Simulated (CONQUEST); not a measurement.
# Energy of Li2O along an even scaling of the cell

System: Li2O (Fm-3m, 6 atoms in the cell).
Method: Kohn-Sham DFT of a periodic cell, PBEsol, PseudoDojo NC PBEsol, no spin polarisation (CONQUEST 1.3).

The 7 runs differ only in the geometry, by an even scaling of the cell at fixed fractional positions. The structure derives from a Materials Project entry.

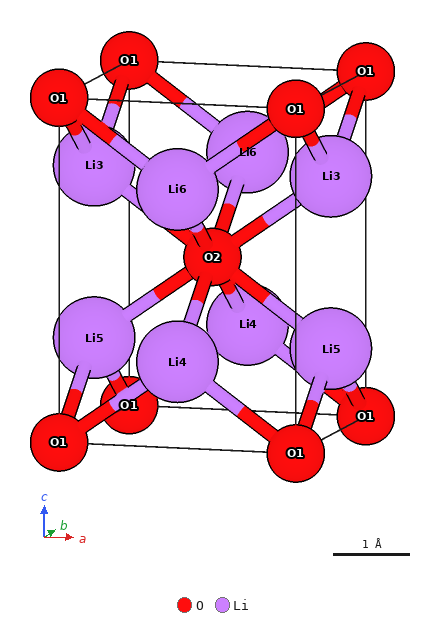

Figure 1. The structure of run 4 (ball-and-stick view of the cell of the calculation, seen slightly off an axis; atoms are numbered from 1 in the order of the input). An atom can appear more than once, as a periodic image.

## Input of run 4
```
IO.Title Li2O
IO.Coordinates coords.dat
IO.FractionalAtomicCoords T
IO.Iprint 2
IO.Iprint_init 1
General.NumberOfSpecies 2
General.PseudopotentialType hamann
AtomMove.TypeOfRun static
AtomMove.FullStress T
Grid.PointsAlongX 36
Grid.PointsAlongY 36
Grid.PointsAlongZ 60
DM.SolutionMethod diagon
Diag.MPMesh T
Diag.GammaCentred T
Diag.MPMeshX 8
Diag.MPMeshY 8
Diag.MPMeshZ 6
Diag.kT 0.00183747
minE.SCTolerance 1e-6
SC.MaxIters 100
IO.AtomChargeOutput T
%block ChemicalSpeciesLabel
1 16.000 O
2 6.940 Li
%endblock
```

Command:
```bash
OMP_NUM_THREADS=1 Conquest
```

Lattice vectors (Å) and fractional positions of run 4:
```
   3.290669    0.000000    0.000000
   0.000000    3.290669    0.000000
   0.000000    0.000000    4.653709
O   0.000000  0.000000  0.000000
O   0.500000  0.500000  0.500000
Li  0.000000  0.500000  0.750000
Li  0.500000  0.000000  0.250000
Li  0.000000  0.500000  0.250000
Li  0.500000  0.000000  0.750000
```

Run 5 has the same physical settings and fractional positions; its lattice vectors (Å) are:
```
   3.312462    0.000000    0.000000
   0.000000    3.312462    0.000000
   0.000000    0.000000    4.684529
```

## Results, with one run withheld

```csv
run,volume per atom (Å³),"free energy per atom, from the lowest run given (meV)",pressure (GPa),gap on the mesh (eV)
1,7.895,4.60,4.21,5.02
2,8.063,1.27,2.21,4.98
3,8.231,0.00,0.27,4.95
4,8.399,0.54,−1.27,4.92
5,8.567,?,?,?
6,8.735,6.47,−4.13,4.70
7,8.903,11.49,−5.39,4.57
```

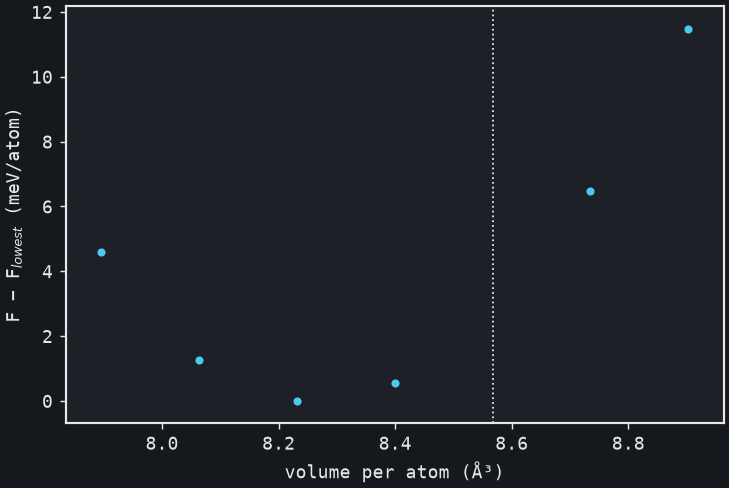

Figure 2. Free energy per atom of the runs given; the dotted line marks run 5.

What should run 5 give?

A cubic polynomial in V^(−2/3) (the Birch–Murnaghan form), fitted to the 6 runs given, misses them by at most 0.01 meV per atom. With x = V^(−2/3) − 0.24280 Å⁻², it reads F = 0.25851 − 311.41 x + 81635 x² + 50303 x³ (meV per atom). At run 5 it gives 2.77 meV per atom, and the run itself gives 2.77. The slope of the fit gives a pressure −dF/dV of −2.84 GPa there, and the run prints −2.86 GPa. The fit has its minimum at 8.261 Å³ per atom, where V d²F/dV² gives 84.6 GPa: the bulk modulus at this level, since symmetry fixes the shape and the positions. The gap on the mesh goes, without turning, from 5.02 eV in run 1 to 4.57 eV in run 7; run 5 has 4.83 eV. These are gaps of this functional on this mesh, which can miss the band edges; they aren't the measured gap.

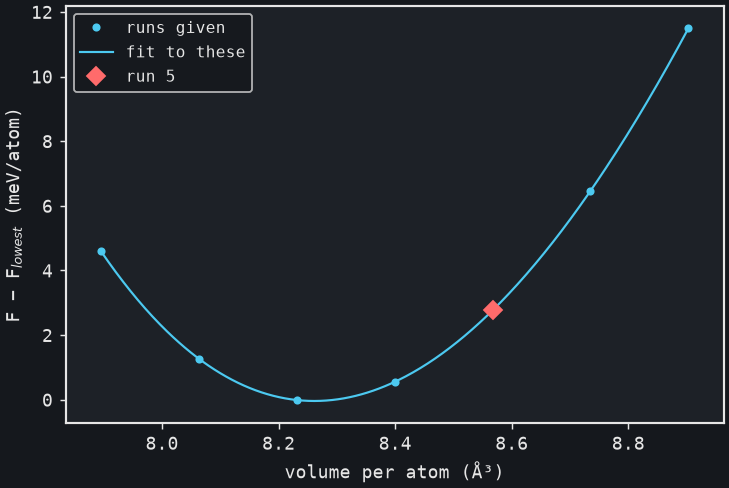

Figure 3. The fit and the withheld run.

## Some lines of the output (run 5)
```
[...]
      Using Fermi-Dirac smearing
          DFT Total Energy                 :       -61.645242052896862 Ha
          DFT Total Energy                 :       -61.750230043476435 Ha
          DFT Total Energy                 :       -61.808781836035500 Ha
          DFT Total Energy                 :       -61.809181230941384 Ha
          DFT Total Energy                 :       -61.809271347261287 Ha
          DFT Total Energy                 :       -61.809280910429848 Ha
          DFT Total Energy                 :       -61.809280920286575 Ha
      |* DFT total energy        =       -61.809280920286575 Ha
    force: Average pressure:     -2.85884618 GPa
```

Notes: With a small basis of atomic orbitals these values can differ much from converged plane-wave results.
